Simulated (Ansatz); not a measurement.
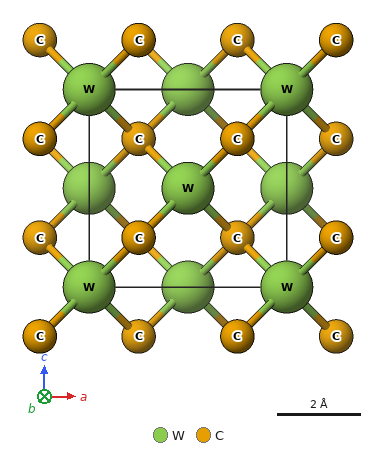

A crystal of WC (built on the zinc blende type) (coarse preliminary run), before the relaxation. The picture is a ball-and-stick view of the conventional cell (4 times the calculation's cell), seen along the b axis. Lengths and directions refer to the drawn axes.

The calculation used Ansatz, DFT PBE, scalar-relativistic, plane waves, PAW.

The input:
```yaml
crystal:
  lattice:
    - [0.0, 2.3920423765, 2.3920423765]
    - [2.3920423765, 0.0, 2.3920423765]
    - [2.3920423765, 2.3920423765, 0.0]
  atoms:
    - { symbol: W, position: [0.0, 0.0, 0.0] }
    - { symbol: C, position: [0.25, 0.25, 0.25] }
basis:
  ecutwfc: 420
kpoints:
  mp_grid: { grid: [8, 8, 8] }
hamiltonian:
  xc: pbe
scf:
  occupations: { method: gaussian, width: 0.1 }
output:
  forces: true
  stress: true
  eigenvalues: true
relax:
  adjacent_minimum: "off"
  f_tol: 0.05
  max_steps: 80
  cell: { stress_tol: 0.5 }
```

Command:
```bash
ansatz run input.yaml --threads 1 --pin off --max-ram 2560MiB --backend cpu --events-out ev --progress --plain --runs-dir out
```

Q: Predict the outcome.

A: After 2 accepted moves (3 points after the start) the energy has fallen by 29.7 meV per atom. All forces vanish by symmetry, so only the cell relaxes. The pressure goes from −12.64 to −0.40 GPa. The SCF was repeated once at an unchanged geometry on a basis and grid sized afresh for the cell, which shifted the energy by 0.8 meV per atom at most. No atom moves by more than 0.005 Å relative to the cell. The volume changes by −5.1 %, with a = b = c 4.784 → 4.701 Å (−1.7 %). Some distances before and after: W1–C2 2.072 → 2.036 Å. The space group stays F-43m (No. 216).

Step by step:

```tsv
step	E − E(0), meV/atom	pressure, GPa	volume, Å³/atom	note
0	0.00	-12.64	13.687	
1	-28.58	3.89	12.788	
2	-30.48	-0.32	12.989	
3	-29.67	-0.40	12.989	same geometry, new basis
```

The structure at the end:

```xyz
2
Lattice="0.0000 2.3507 2.3507 2.3507 0.0000 2.3507 2.3507 2.3507 0.0000" Properties=species:S:1:pos:R:3 pbc="T T T"
W     0.0000    0.0000    0.0000
C     1.1753    1.1753    1.1753
```

The end point in the same view:

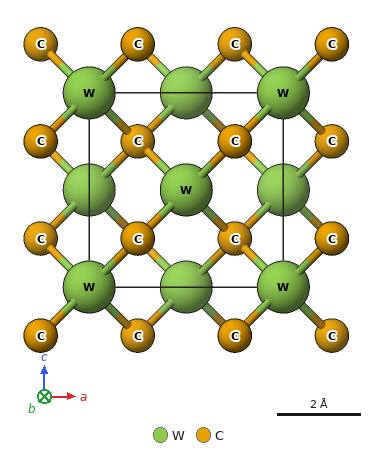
